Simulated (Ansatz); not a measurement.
## Energy of TiB$_{2}$ along an even scaling of the cell

System: TiB$_{2}$ (P6/mmm, 3 atoms in the cell).
Method: Kohn-Sham DFT of a periodic cell, PBE, Ansatz PAW, no spin polarisation (Ansatz 0.2.0).

The 5 runs differ only in the geometry, by an even scaling of the cell at fixed fractional positions. The structure derives from an entry of the Crystallography Open Database.

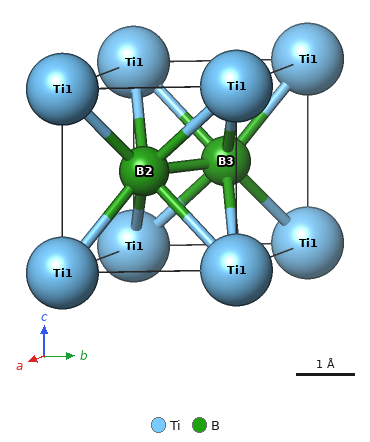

Figure 1. The structure of run 3 (ball-and-stick view of the cell of the calculation, seen slightly off an axis; atoms are numbered from 1 in the order of the input).

## Input of run 3
```yaml
crystal:
  lattice:
    - [3.0492615118, 0.0, 0.0]
    - [-1.5246307559, 2.640737932, 0.0]
    - [0.0, 0.0, 3.2497807555]
  atoms:
    - { symbol: Ti, position: [0.0, 0.0, 0.0] }
    - { symbol: B, position: [0.6666666667, 0.3333333333, 0.5] }
    - { symbol: B, position: [0.3333333333, 0.6666666667, 0.5] }
hamiltonian:
  xc: pbe
  pseudopotentials: { kind: paw }
kpoints:
  mp_grid: { grid: [10, 10, 8] }
scf:
  occupations: { method: fermi_dirac, width: 0.05 }
output:
  forces: true
  stress: true
  eigenvalues: true
```

Command:
```bash
ansatz run input.yaml --threads 2 --pin off --max-ram 5120MiB --backend cpu --events-out ev --progress --plain --runs-dir out
```

Lattice vectors (Å) and fractional positions of run 3:
```
   3.049262    0.000000    0.000000
  -1.524631    2.640738    0.000000
   0.000000    0.000000    3.249781
Ti  0.000000  0.000000  0.000000
B   0.666667  0.333333  0.500000
B   0.333333  0.666667  0.500000
```

Run 2 differs from it as follows:
```diff
-    - [3.0492615118, 0.0, 0.0]
-    - [-1.5246307559, 2.640737932, 0.0]
-    - [0.0, 0.0, 3.2497807555]
+    - [3.0088691861, 0.0, 0.0]
+    - [-1.504434593, 2.6057571518, 0.0]
+    - [0.0, 0.0, 3.206732233]
```

## Results, with one run withheld

```csv
run,volume per atom (Å³),"free energy per atom, from the lowest run given (meV)",pressure (GPa)
1,8.210,10.05,11.62
2,8.381,?,?
3,8.723,0.00,−4.56
4,8.894,7.27,−8.99
5,9.065,19.06,−13.02
```

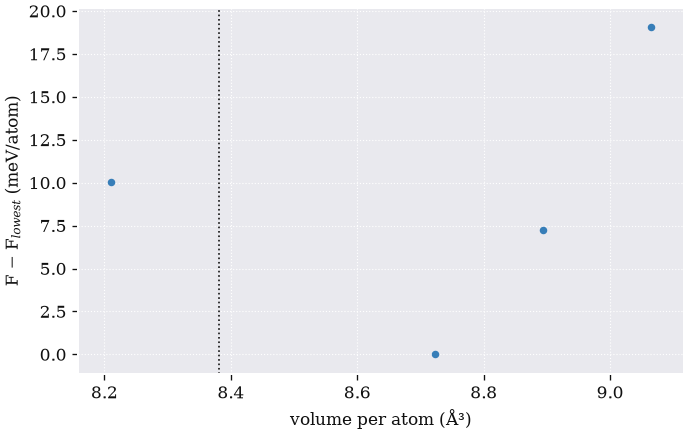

Figure 2. Free energy per atom of the runs given; the dotted line marks run 2.

What should run 2 give?

A quadratic polynomial in V^(−2/3) (the Birch–Murnaghan form), fitted to the 4 runs given, misses them by at most 0.01 meV per atom. With x = V^(−2/3) − 0.23617 Å⁻², it reads F = −0.28557 − 1486.2 x + 2.6901e+05 x² (meV per atom). At run 2 it gives 0.83 meV per atom, and the run itself gives 0.85. The slope of the fit gives a pressure −dF/dV of 5.70 GPa there, and the run prints 5.70 GPa. The fit has its minimum at 8.562 Å³ per atom, where V d²F/dV² gives 255 GPa. Cell shape and fractional positions are held, so this is the stiffness under even scaling; the relaxed bulk modulus wasn't computed.

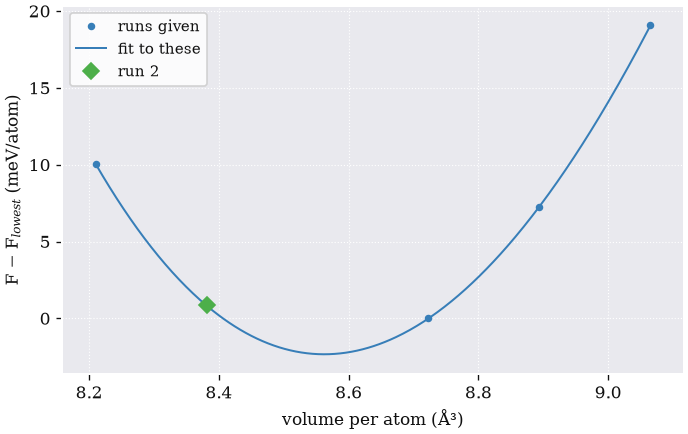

Figure 3. The fit and the withheld run.

## Output, shortened to warnings, some set-up lines, iterations and results (run 2)
```
Basis set: ecut = 420 eV, 491 PW (Γ), exchange–correlation on 48×48×48 points (8 copies of the dense FFT grid, shifted against one another)
Symmetry: 24 space group operations
k-points: 70 of 800
Initial density: superposition of atomic densities (neutral atoms: chi_scale 0, normalization atom), corrected by the library's trained network
[...]
SCF iter   1: F=—  HF=-2814.680195 eV  |F-HF|=—  |Δ(HF+E_count)|=         —  Δρ=3.15e-3  dr2=1.97e-3  ethr=1.77e-3  ⟨swp⟩=4.5  Hψ=4350  notcnv=0
SCF iter   2: F=—  HF=-2814.679587 eV  |F-HF|=—  |Δ(HF+E_count)|=   6.08e-4  Δρ=1.68e-3  dr2=6.29e-4  ethr=1.09e-5  ⟨swp⟩=1.5  Hψ=1610  notcnv=0
SCF iter   3: F=—  HF=-2814.679447 eV  |F-HF|=—  |Δ(HF+E_count)|=   1.40e-4  Δρ=1.36e-4  dr2=4.43e-6  ethr=3.50e-6  ⟨swp⟩=2.7  Hψ=1387  notcnv=0
SCF iter   4: F=—  HF=-2814.679441 eV  |F-HF|=—  |Δ(HF+E_count)|=   6.22e-6  Δρ=3.07e-5  dr2=2.22e-7  ethr=2.46e-8  ⟨swp⟩=2.7  Hψ=1452  notcnv=0
SCF iter   5: F=-2814.679441 eV  HF=-2814.679441 eV  |F-HF|=1.28e-9  |Δ(HF+E_count)|=   5.10e-8  Δρ=3.96e-6  dr2=4.16e-9  ethr=1.23e-9  ⟨swp⟩=3.0  Hψ=1550  notcnv=0
SCF iter   6: F=-2814.679441 eV  HF=-2814.679441 eV  |F-HF|=2.59e-11  |Δ(HF+E_count)|=  6.07e-10  Δρ=5.53e-7  dr2=7.08e-11  ethr=2.31e-11  ⟨swp⟩=1.6  Hψ=2504  notcnv=0
SCF 1 converged in 6 iterations: F = -2814.679441 eV  dr2 = 7.08e-11
SCF converged after 6 iterations
Free energy (F): -2814.679441 eV
Harris-Foulkes:  -2814.679441 eV  (|F-HF|=2.59e-11)
Internal energy: -2814.673136 eV  (E = F + TS)
E sigma→0 (E₀):  -2814.676288 eV
Entropy (-TS):   -0.006305 eV (-2.102 meV/atom)
Fermi energy:    15.441916 eV
--- Per-component energies (eV) ---
  E_band       = -87.873558
  E_kinetic    = 377.745328
  E_local      = -775.718191  (includes V_loc(G=0)·N_el)
  E_nonlocal   = 28.932761
  E_hartree    = 330.387423
  E_xc         = -165.644841
  E_vxc        = -203.519961  (∫ρ·V_xc dr)
  E_paw        = -1204.758836  (= ΣΔE_a)
  E_vpaw       = -176.088554  (= ΣTr[D̂ρ^β])
  E_aug_tail   = 0.000095  (compensation charges beyond the density's cutoff)
  E_ewald      = -1405.616874
  E_smearing   = -0.006305  (= −TS)
  E_closure    = 0.000000  (closes the sum)
  Σ components = -2814.679441   (vs F -2814.679441, Δ=0.00e0)
--- Forces (eV/Å), atoms counted from 1 ---
  atom   1  Ti     0.00000000    -0.00000000     0.00000000
  atom   2  B      0.00000000     0.00000000     0.00000000
  atom   3  B     -0.00000000    -0.00000000     0.00000000
  max |Σ_I F_I| component: 3.45e-31 eV/Å
--- Stress (GPa, compression-positive) ---
        6.219557      -0.000000       0.000000
       -0.000000       6.219557       0.000000
        0.000000       0.000000       4.649447
  P = ⅓ Tr σ = 5.6962 GPa (56.962 kbar)
```
